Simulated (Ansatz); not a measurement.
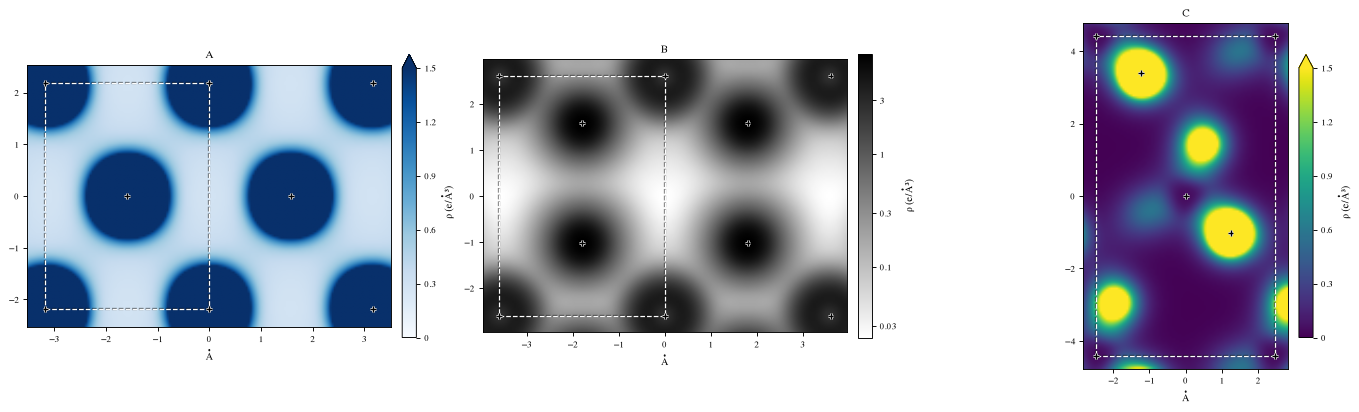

The valence pseudo-density of 3 systems, each on a plane through atoms (crosses mark nuclei in the plane).

Level of theory: DFT r2SCAN, scalar-relativistic, plane waves, PAW in Ansatz.

System 1: ZrO$_{2}$, the (100) plane of the conventional cell. Space group Pmmn; changed on purpose from its base cell (strain -0.0150 x Voigt [1, 0, 0, 0, 0, 0], atoms carried along); not relaxed (largest force 0.3 eV/Å); computed pressure about 4 GPa in this cell.

```
Zr O
1.0
     3.54743    0.00000    0.00000
     0.00000    3.60145    0.00000
     0.00000    0.00000    5.22811
Zr O
2 4
Direct
  0.00000 0.00000 0.75000
  0.50000 0.50000 0.25000
  0.00000 0.50000 0.94678
  0.00000 0.50000 0.44678
  0.50000 0.00000 0.05322
  0.50000 0.00000 0.55322
```

System 2: SiO$_{2}$, the (101̄) plane of the conventional cell. Space group I-42d.

```
Si O
1.0
     4.94649    0.00000    0.00000
     0.00000    4.94649    0.00000
     0.00000    0.00000    7.31271
Si O
4 8
Direct
  0.00000 0.00000 0.00000
  0.50000 0.50000 0.50000
  0.00000 0.50000 0.25000
  0.50000 0.00000 0.75000
  0.25000 0.59817 0.37500
  0.75000 0.09817 0.87500
  0.09817 0.25000 0.12500
  0.59817 0.75000 0.62500
  0.75000 0.40183 0.37500
  0.25000 0.90183 0.87500
  0.40183 0.25000 0.62500
  0.90183 0.75000 0.12500
```

System 3: W, the (011) plane of the conventional cell. Space group I4/mmm; changed on purpose from its base cell (strain -0.0500 x Voigt [0, 1, 0, 0, 0, 0], atoms carried along); computed pressure about 19 GPa in this cell.

Which map belongs to which system?

Answer. Panel A is system 3, W: the plane holds W. W–W (2.70 Å): the density is about 0.44 e/Å³ at the midpoint. Panel B is system 1, ZrO$_{2}$: the plane holds Zr and O. Zr–O (2.07 Å): ρ at the midpoint is about 0.72 e/Å³. Panel C is system 2, SiO$_{2}$: the plane holds Si and O. Si–O (1.61 Å): ρ at the midpoint is about 1.3 e/Å³.
